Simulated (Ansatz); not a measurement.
**Ta$_{4}$H (slab): density, localisation and related maps**

Input file:

```
crystal:
  lattice:
    - [2.952588334, 0.0, 0.0]
    - [-1.476294167, 2.5570165042, 0.0]
    - [0.0, 0.0, 26.2323348389]
  atoms:
    - { symbol: Ta, position: [0.6666666667, 0.3333333333, 0.3240275809] }
    - { symbol: Ta, position: [0.3333333333, 0.6666666667, 0.415928599] }
    - { symbol: Ta, position: [0.0, 0.0, 0.5077378576] }
    - { symbol: Ta, position: [0.6666666667, 0.3333333333, 0.5991526892] }
    - { symbol: H, position: [0.0, 0.0, 0.6403232525] }
basis:
  ecutwfc: 420
kpoints:
  mp_grid: { grid: [12, 12, 1] }
hamiltonian:
  xc: pbesol
scf:
  occupations: { method: gaussian, width: 0.1 }
output:
  forces: true
  eigenvalues: true
  write_density: true
  write_potential: true
  elf: true
  volumetric_format: npy
relax:
  adjacent_minimum: "off"
  f_tol: 0.03
  max_steps: 70
  constraints: [{ sites: [0, 1] }]
efield:
  axis: 3
  dipole_correction: true
  ramp_width: 0.04
```

Command:

```sh
ansatz run input.yaml --threads 2 --pin off --max-ram 5120MiB --backend cpu --events-out ev --progress --plain --runs-dir out
```

Computed without spin polarisation.

Theory: DFT PBEsol, scalar-relativistic, plane waves, PAW (Ansatz 0.2.0).

Core electrons are frozen (PAW), and the valence fields are smoothed inside the atomic spheres.

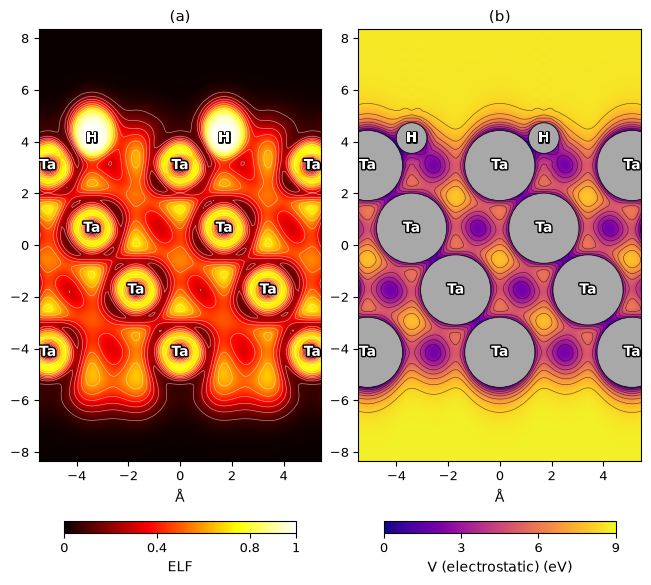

Figure 1. (a) ELF; (b) electrostatic potential (local pseudopotential plus Hartree) felt by an electron on the (110) plane of the calculation cell, a cut from vacuum to vacuum. Grey discs cover the atomic cores in the potential map.

Q: Describe what can be read from this map.

A: Atoms in the plane: Ta and H.
Ta–H (2.01 Å): the ELF climbs to about 1 towards the hydrogen.
Ta–Ta (2.93 Å): the ELF is about 0.30 at the midpoint: no localised pair shows between them.
The features right at Ta lie inside the PAW spheres, where the map follows smoothed inner orbitals and isn't to be read closely.
Outside the cores the potential energy rises away from the atoms and is highest in the vacuum; its zero is arbitrary.

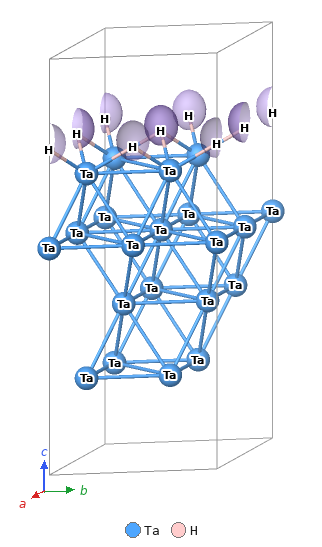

Figure 2. Isosurface of the ELF at 0.9 (purple), seen slightly off an axis. Core shells and regions of very low density are left out. Sticks mark near contacts.

Q: Identify the bonds, lone pairs and shells in this picture.

A: The ELF exceeds this value in one region around a hydrogen nucleus, counted in one cell of 5 atoms. Counts are for one cell; the picture repeats the cell along the surface.

Q: Does the calculation give a band gap?

A: It is metallic or semimetallic at this level of theory: no gap opens.
